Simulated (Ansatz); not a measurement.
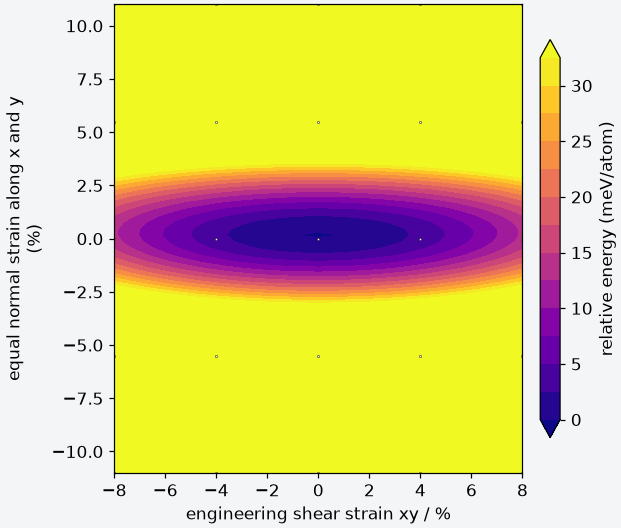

SnO (Pmn2_1, No. 31; 4 atoms in the cell). 
- The energy is mapped over two homogeneous strains (x along [1 0 0], y along [0 1 0], z along [0 0 1] of the conventional cell).
- Coordinates scanned: (1) engineering shear strain xy; (2) equal normal strain along x and y.
- Nothing is relaxed (fractional coordinates fixed).
- The grid has 5 × 5 points; 15 points were computed and 10 follow by symmetry.
- Points are written as (first, second).
- All energies are given in meV/atom relative to the lowest grid point.
- Theory: Ansatz, DFT LDA+D3(BJ), scalar-relativistic, plane waves, PAW. Settings: cutoff 520 eV, k-mesh 8×6×8 in the order of the run's cell vectors, gaussian smearing 0.05 eV, no spin polarisation.

Drawn: filled contours, dots at the grid points, one colour for all values above the top of the scale. Between grid points the surface is interpolated.

Where is the minimum, and how stiff is the crystal against these two strains (in GPa)?

Answer. The interpolated minimum is at 0.0 % and 0.0 %. Divided by the cell volume of 64.1 Å³, the second derivatives of the energy there are about 41 GPa along the first strain and 560 GPa along the second, with a cross term of about 0 GPa (clamped ions). Round the minimum the two coordinates are nearly uncoupled.

PAW datasets: the set soft_1.
